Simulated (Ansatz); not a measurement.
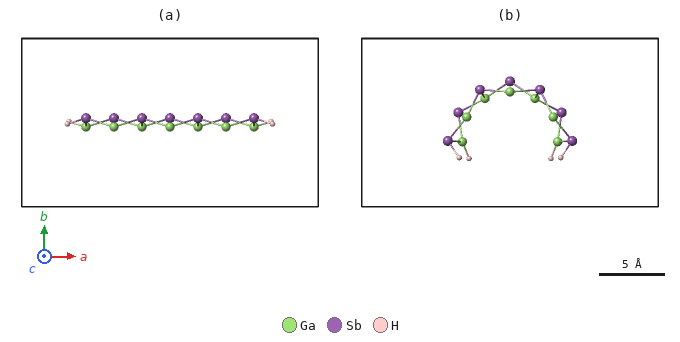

The structure of a wire of composition Ga$_{7}$Sb$_{7}$H$_{4}$ before (left) and after (right) a relaxation, at one scale.

Style: ball-and-stick. Shown: the cell of the calculation, with the vacuum cut short, along the c axis.

Case: armchair ribbon, 7 formula units a period, edges capped with H.

All numbers below come from DFT PBEsol, scalar-relativistic, plane waves, PAW in Ansatz. Settings: plane-wave cutoff 420 eV; k-point mesh 1 × 1 × 5; occupations gaussian; smearing width 0.05 eV; no spin polarisation; cell relaxed at fixed a, b, alpha, beta, gamma; force threshold 0.02 eV/Å; at most 45 steps.

Describe what moved and what it gained.

Answer. The largest moves relative to the layer's centre, 5.44 Å, are those of H atoms. Largest moves by element: H 5.44 Å, Ga 3.02 Å, Sb 2.83 Å. Along the periodic axis the drawn cell goes c 7.466 → 7.245 Å (−3.0 %). Near-neighbour distances that change, for instance: Ga–Sb 2.579 → 2.623 Å, Ga–Sb 2.579 → 2.596 Å, H–Sb 1.710 → 1.721 Å. Among the angles between lasting bonds that change: Ga–Sb–H 113.4° → 92.9°, Ga–Sb–Ga 113.4° → 93.0°, Ga–Sb–Ga 113.4° → 95.5°. Over 36 accepted moves (38 points after the start) the energy falls by 1.354 eV per cell of the calculation. Largest force component: 0.41 eV/Å at the start, 0.018 eV/Å at the end. The line search rejected the trial step at point 30 of the run. The SCF was repeated once at an unchanged geometry on a basis and grid sized afresh for the cell, which shifted the energy by 3.5 meV per cell of the calculation at most.
